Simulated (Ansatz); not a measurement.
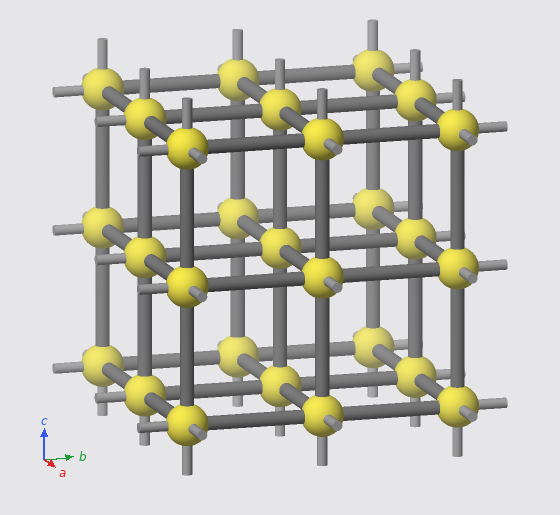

The picture shows a finite piece of the underlying net of a crystal structure, nodes on the atoms' positions. Nodes are coloured by topological kind. Edges to nodes outside the piece are drawn as stubs.

What net is this?

Answer. A uninodal 6-connected, three-periodic net. It is the pcu net, known from NaCl, ReO3 and the B-X framework of perovskite.

Give point symbol and coordination sequence.

Answer. 4^12.6^3, sequence 6, 18, 38, 66.

Origin of the net. System MgS (space group Fm-3m, No. 225); source of the atomic positions: the geometry relaxed (final pressure about 12 GPa) with DFT PBE, scalar-relativistic, plane waves, PAW (Ansatz). Bonds are taken as Mg–S below 2.8 Å; no other contact counts. Atoms with one bond or none are removed and atoms with two bonds are replaced by edges, until no such atom is left. Mg and S are 6-connected nodes.
